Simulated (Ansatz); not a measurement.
System: WSe$_{2}$, space group P-6m2 (No. 187), 3 atoms in the cell, relaxed with r2SCAN+rVV10.

```cif
data_structure
_symmetry_space_group_name_H-M 'P-6m2'
_symmetry_Int_Tables_number 187
_cell_length_a 3.2972
_cell_length_b 3.2972
_cell_length_c 7.1843
_cell_angle_alpha 90.000
_cell_angle_beta 90.000
_cell_angle_gamma 120.000
_cell_volume 67.64
loop_
_atom_site_label
_atom_site_type_symbol
_atom_site_symmetry_multiplicity
_atom_site_Wyckoff_symbol
_atom_site_fract_x
_atom_site_fract_y
_atom_site_fract_z
_atom_site_occupancy
W1 W 1 a 0.00000 0.00000 0.00000 1
Se1 Se 2 h 0.33333 0.66667 0.23192 1
```

Method: PBE, Ansatz PAW set, no spin polarisation, no spin-orbit coupling, 12×12×4 k mesh, 420 eV cutoff, Fermi-Dirac smearing of 0.02 eV (Ansatz).

What does the calculation give for the electronic structure?

There is a gap; over the k points computed it is 1.38 eV (indirect; the smallest direct gap on the k mesh is 1.56 eV). Within the window shown, the tallest peak of the filled states lies 1.9 eV under the valence-band top, at about 3.4 states per eV and cell.

Spin-orbit coupling is left out, which matters for W and Se. LDA, GGA and most meta-GGA functionals understate gaps. The cell is at 3 GPa in this functional. The usual form of WSe2 is the layered 2H or 3R polytype.

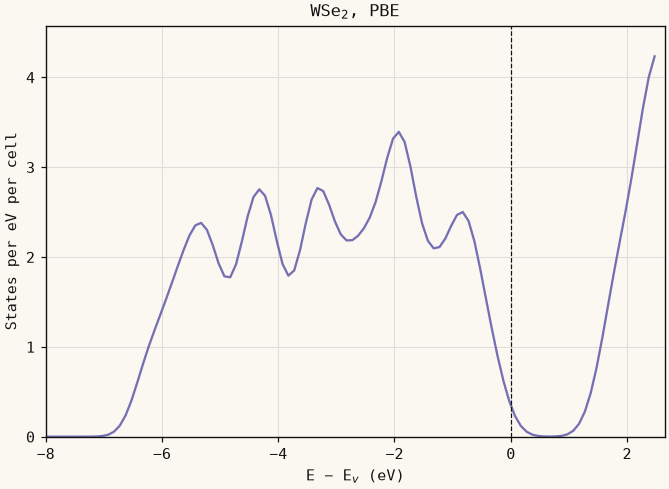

Density of states. Energies are counted from the top of the valence band. The DOS curve is built from the levels of the k mesh with Gaussians 0.55 eV wide, which also blur the band edges; ripples of that width can come from the mesh.
